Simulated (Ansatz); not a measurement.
**What a change does: geometry relaxation on TiAl3**

System: TiAl3 (Pmm2, 4 atoms in the cell).
Method of run 1: DFT LDA, scalar-relativistic, plane waves, PAW, no spin polarisation (Ansatz 0.2.0).

The structure derives from a Materials Project entry. Text and figures count atoms from 1; the logs count them from 0 in places.

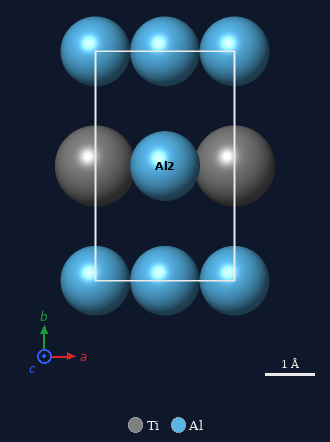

The starting structure (spheres-only view of the cell of the calculation, along the c axis; atoms are numbered from 1 in the order of the input). An atom can appear more than once, as a periodic image.

**Input, run 1**
```yaml
crystal:
  lattice:
    - [2.839677, 0.0, 0.0]
    - [0.0, 4.681264, 0.0]
    - [0.0, 0.0, 4.900742]
  atoms:
    - { symbol: Ti, position: [0.0, 0.5, 0.165916] }
    - { symbol: Al, position: [0.5, 0.5, 0.667271] }
    - { symbol: Al, position: [0.5, 0.0, 0.330912] }
    - { symbol: Al, position: [0.0, 0.0, 0.8359] }
basis:
  ecutwfc: 420
kpoints:
  mp_grid: { grid: [14, 10, 10] }
hamiltonian:
  xc: lda
scf:
  occupations: { method: gaussian, width: 0.1 }
output:
  forces: true
  stress: true
  eigenvalues: true
relax:
  adjacent_minimum: "off"
  f_tol: 0.01
  max_steps: 60
  cell: { stress_tol: 0.05 }
```

Launched with:
```bash
ansatz run input.yaml --threads 1 --pin off --max-ram 2560MiB --backend cpu --events-out ev --progress --plain --runs-dir out
```

Hardware: 1 thread of Intel Xeon @ 2.50GHz (Skylake/Cascade Lake), 189 GiB of memory available, shared host.

**Output, shortened to warnings, some set-up lines, iterations and results (run 1)**
```
Basis set: ecut = 420 eV, 1279 PW (Γ)
Symmetry: 4 space group operations
k-points: 288 of 1400 (time reversal used)
Initial density: superposition of atomic densities (neutral atoms: chi_scale 0, normalization atom), corrected by the library's trained network
[...]
SCF iter   1: F=—  HF=-3989.896727 eV  |F-HF|=—  |Δ(HF+E_count)|=         —  Δρ=5.00e-3  dr2=2.55e-2  ethr=1.77e-3  ⟨swp⟩=5.7  Hψ=25379  notcnv=0
SCF iter   2: F=—  HF=-3989.892993 eV  |F-HF|=—  |Δ(HF+E_count)|=   3.73e-3  Δρ=3.01e-3  dr2=8.62e-3  ethr=1.22e-4  ⟨swp⟩=1.0  Hψ=6625  notcnv=0
SCF iter   3: F=—  HF=-3989.890929 eV  |F-HF|=—  |Δ(HF+E_count)|=   2.06e-3  Δρ=3.53e-4  dr2=1.11e-4  ethr=4.10e-5  ⟨swp⟩=2.3  Hψ=5912  notcnv=0
SCF iter   4: F=—  HF=-3989.890891 eV  |F-HF|=—  |Δ(HF+E_count)|=   3.87e-5  Δρ=8.79e-5  dr2=6.58e-6  ethr=5.28e-7  ⟨swp⟩=2.4  Hψ=5966  notcnv=0
SCF iter   5: F=—  HF=-3989.890886 eV  |F-HF|=—  |Δ(HF+E_count)|=   4.37e-6  Δρ=1.81e-5  dr2=1.87e-7  ethr=3.13e-8  ⟨swp⟩=2.3  Hψ=6096  notcnv=0
[... 47 lines ...]
SCF iter   5: F=-3989.952896 eV  HF=-3989.952896 eV  |F-HF|=0.00e0  |Δ(HF+E_count)|=  9.09e-13  Δρ=1.37e-8  dr2=1.35e-13  ethr=1.00e-12  ⟨swp⟩=1.0  Hψ=4320  notcnv=0
SCF iter   6: F=-3989.952896 eV  HF=-3989.952896 eV  |F-HF|=9.09e-13  |Δ(HF+E_count)|=  1.36e-12  Δρ=5.84e-9  dr2=1.36e-14  ethr=1.00e-12  ⟨swp⟩=1.0  Hψ=4320  notcnv=0
SCF iter   7: F=-3989.952896 eV  HF=-3989.952896 eV  |F-HF|=4.55e-13  |Δ(HF+E_count)|=  9.09e-13  Δρ=1.52e-9  dr2=1.22e-15  ethr=1.00e-12  ⟨swp⟩=1.0  Hψ=9798  notcnv=0
SCF 7 converged in 7 iterations: F = -3989.952896 eV  dr2 = 1.22e-15
relax step   7: F+E_penalty+E_count = -3989.95289552 eV  Δ(F+E_penalty+E_count) = +6.985e-6 eV  max|allowed force component| = 1.233e-3 eV/Å  Δτ_max = 0.0000 Å  P = +0.000 …
basis re-selected at this cell: Δ(F+E_penalty+E_count) = +6.985e-6 eV, ΔP = -0.000 GPa vs the last step (what re-selecting the basis moved, of the pressure what is left beyond the Pulay correction that the steps carried, after the strain that the cell walked since its last selection, with what the …
SCF converged after 7 iterations
Free energy (F): -3989.952896 eV
Harris-Foulkes:  -3989.952896 eV  (|F-HF|=4.55e-13)
Internal energy: -3989.940638 eV  (E = F + TS)
E sigma→0 (E₀):  -3989.946767 eV
Entropy (-TS):   -0.012258 eV (-3.064 meV/atom)
Fermi energy:    9.685155 eV
--- Per-component energies (eV) ---
  E_band       = -146.908193
  E_kinetic    = 345.814372
  E_local      = -1282.320922  (includes V_loc(G=0)·N_el)
  E_nonlocal   = 46.268659
  E_hartree    = 570.181935
  E_xc         = -216.662443
  E_vxc        = -212.062289  (∫ρ·V_xc dr)
  E_paw        = -2329.916630  (= ΣΔE_a)
  E_vpaw       = -184.971977  (= ΣTr[D̂ρ^β])
  E_aug_tail   = 0.000094  (compensation charges beyond the density's cutoff)
  E_ewald      = -1123.798802
  E_core_change = 0.493100  (= ΣΔE_core)
  E_smearing   = -0.012258  (= −TS)
  E_closure    = -0.000000  (closes the sum)
  Σ components = -3989.952896   (vs F -3989.952896, Δ=0.00e0)
--- Forces (eV/Å), atoms counted from 1 ---
  atom   1  Ti     0.00000000     0.00000000    -0.00009039
  atom   2  Al    -0.00000000     0.00000000    -0.00123307
  atom   3  Al     0.00000000     0.00000000     0.00094253
  atom   4  Al     0.00000000     0.00000000     0.00037996
  max |Σ_I F_I| component: 9.65e-7 eV/Å
--- Stress (GPa, compression-positive) ---
        0.006012       0.000000       0.000000
        0.000000      -0.010054       0.000000
        0.000000       0.000000       0.004714
  P = ⅓ Tr σ = 0.0002 GPa (0.002 kbar)
--- Relaxed structure (5 steps of the walk, 5 accepted, 2 SCFs on fresh bases) ---
  F+E_penalty+E_count = -3989.95289552 eV   max|allowed force component| = 1.233e-3 eV/Å   (the final SCF, on the basis selected at the relaxed cell)
  cell:  # Å, volume = 61.8588 Å³
    - [2.7536828673932816, 0.0, 0.0]
    - [0.0, 4.631796561943634, 0.0]
    - [0.0, 0.0, 4.849960665242174]
  atoms:
    - { symbol: Ti, position: [0.0, 0.49999999999999994, 0.16296093011421767] }
    - { symbol: Al, position: [0.49999999999999994, 0.49999999999999994, 0.6638172989154498] }
[...]
```

Run 2 used a changed input.

**The two runs side by side**

| quantity | run 1 | run 2 |
| --- | --- | --- |
| outcome | converged | converged |
| free energy per atom (eV) | −997.4882 | −1012.1325 |
| energy per atom, smearing taken to zero (eV) | −997.4867 | −1012.1309 |
| gap on the mesh (eV) | 0.00 | 0.00 |
| pressure (GPa) | 0.00 | −0.02 |
| volume per atom (Å³) | 15.46 | 15.90 |
| largest force (eV/Å) | 0.001 | 0.002 |
| SCF iterations | 43 | 36 |
| irreducible k-points | 288 | 288 |
| wall time (shared host) | 6.3 min | 5.5 min |

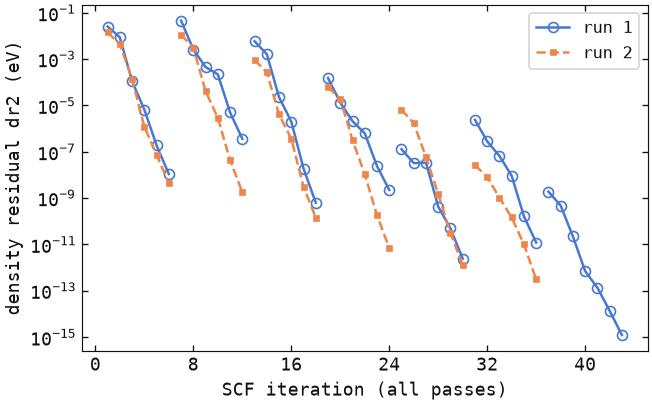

Convergence of the two runs: density residual dr2 against the SCF iteration. A break in a curve parts two SCF passes. Run 1 takes 43 iterations in all, and run 2 takes 36.

Which change of the input explains these differences?

The change (lines with − go, lines with + come):
```diff
-  xc: lda
+  xc: pbesol
```

The total energies belong to different methods, so their difference says nothing on which is more stable or more accurate. The volume per atom goes from 15.46 to 15.90 Å³. The functional changes from LDA to PBEsol. The SCF takes 36 iterations over all geometry steps against 43.

**Output, shortened to warnings, some set-up lines, iterations and results (run 2)**
```
Basis set: ecut = 420 eV, 1279 PW (Γ), exchange–correlation on 40×64×72 points (8 copies of the dense FFT grid, shifted against one another)
Symmetry: 4 space group operations
k-points: 288 of 1400 (time reversal used)
Initial density: superposition of atomic densities (neutral atoms: chi_scale 0, normalization atom), corrected by the library's trained network
[...]
SCF iter   1: F=—  HF=-4048.515045 eV  |F-HF|=—  |Δ(HF+E_count)|=         —  Δρ=4.11e-3  dr2=1.43e-2  ethr=1.77e-3  ⟨swp⟩=5.7  Hψ=25289  notcnv=0
SCF iter   2: F=—  HF=-4048.512486 eV  |F-HF|=—  |Δ(HF+E_count)|=   2.56e-3  Δρ=2.06e-3  dr2=4.32e-3  ethr=6.82e-5  ⟨swp⟩=1.0  Hψ=6625  notcnv=0
SCF iter   3: F=—  HF=-4048.511464 eV  |F-HF|=—  |Δ(HF+E_count)|=   1.02e-3  Δρ=3.18e-4  dr2=1.37e-4  ethr=2.06e-5  ⟨swp⟩=2.2  Hψ=5708  notcnv=0
SCF iter   4: F=—  HF=-4048.511431 eV  |F-HF|=—  |Δ(HF+E_count)|=   3.29e-5  Δρ=4.49e-5  dr2=1.20e-6  ethr=6.50e-7  ⟨swp⟩=2.1  Hψ=5808  notcnv=0
SCF iter   5: F=—  HF=-4048.511409 eV  |F-HF|=—  |Δ(HF+E_count)|=   2.17e-5  Δρ=1.14e-5  dr2=7.41e-8  ethr=5.71e-9  ⟨swp⟩=2.0  Hψ=6264  notcnv=0
[... 38 lines ...]
SCF iter   4: F=—  HF=-4048.529833 eV  |F-HF|=—  |Δ(HF+E_count)|=  4.91e-11  Δρ=4.84e-7  dr2=1.45e-10  ethr=4.91e-12  ⟨swp⟩=1.1  Hψ=4370  notcnv=0
SCF iter   5: F=-4048.529833 eV  HF=-4048.529833 eV  |F-HF|=8.19e-12  |Δ(HF+E_count)|=  1.55e-11  Δρ=9.96e-8  dr2=1.01e-11  ethr=1.00e-12  ⟨swp⟩=1.0  Hψ=4334  notcnv=0
SCF iter   6: F=-4048.529833 eV  HF=-4048.529833 eV  |F-HF|=0.00e0  |Δ(HF+E_count)|=  9.09e-13  Δρ=1.91e-8  dr2=3.06e-13  ethr=1.00e-12  ⟨swp⟩=2.0  Hψ=12057  notcnv=0
SCF 6 converged in 6 iterations: F = -4048.529833 eV  dr2 = 3.06e-13
relax step   6: F+E_penalty+E_count = -4048.52983298 eV  Δ(F+E_penalty+E_count) = +3.954e-4 eV  max|allowed force component| = 2.388e-3 eV/Å  Δτ_max = 0.0000 Å  P = -0.020 …
basis re-selected at this cell: Δ(F+E_penalty+E_count) = +3.954e-4 eV, ΔP = -0.013 GPa vs the last step (what re-selecting the basis moved, of the pressure what is left beyond the Pulay correction that the steps carried, after the strain that the cell walked since its last selection, with what the …
SCF converged after 6 iterations
Free energy (F): -4048.529833 eV
Harris-Foulkes:  -4048.529833 eV  (|F-HF|=0.00e0)
Internal energy: -4048.517240 eV  (E = F + TS)
E sigma→0 (E₀):  -4048.523536 eV
Entropy (-TS):   -0.012593 eV (-3.148 meV/atom)
Fermi energy:    9.530973 eV
--- Per-component energies (eV) ---
  E_band       = -151.902613
  E_kinetic    = 343.739834
  E_local      = -1288.579734  (includes V_loc(G=0)·N_el)
  E_nonlocal   = 41.555891
  E_hartree    = 572.162944
  E_xc         = -216.155947
  E_vxc        = -210.588500  (∫ρ·V_xc dr)
  E_paw        = -2387.490939  (= ΣΔE_a)
  E_vpaw       = -182.356113  (= ΣTr[D̂ρ^β])
  E_aug_tail   = 0.000110  (compensation charges beyond the density's cutoff)
  E_ewald      = -1113.946201
  E_core_change = 0.196801  (= ΣΔE_core)
  E_smearing   = -0.012593  (= −TS)
  E_closure    = 0.000000  (closes the sum)
  Σ components = -4048.529833   (vs F -4048.529833, Δ=0.00e0)
--- Forces (eV/Å), atoms counted from 1 ---
  atom   1  Ti     0.00000000     0.00000000     0.00010467
  atom   2  Al     0.00000000     0.00000000     0.00143604
  atom   3  Al     0.00000000     0.00000000    -0.00238842
  atom   4  Al     0.00000000     0.00000000     0.00084769
  max |Σ_I F_I| component: 1.24e-8 eV/Å
--- Stress (GPa, compression-positive) ---
       -0.019972       0.000000       0.000000
        0.000000      -0.003850       0.000000
        0.000000       0.000000      -0.036407
  P = ⅓ Tr σ = -0.0201 GPa (-0.201 kbar)
--- Relaxed structure (5 steps of the walk, 5 accepted, 1 SCFs on fresh bases) ---
  F+E_penalty+E_count = -4048.52983298 eV   max|allowed force component| = 2.388e-3 eV/Å   (the final SCF, on the basis selected at the relaxed cell)
  cell:  # Å, volume = 63.5835 Å³
    - [2.781601787257325, 0.0, 0.0]
    - [0.0, 4.671090382643791, 0.0]
    - [0.0, 0.0, 4.893630132134258]
  atoms:
    - { symbol: Ti, position: [0.0, 0.5, 0.1631796141453004] }
    - { symbol: Al, position: [0.5, 0.5, 0.6640540680230802] }
    - { symbol: Al, position: [0.5, 0.0, 0.33310852593307233] }
[...]
```
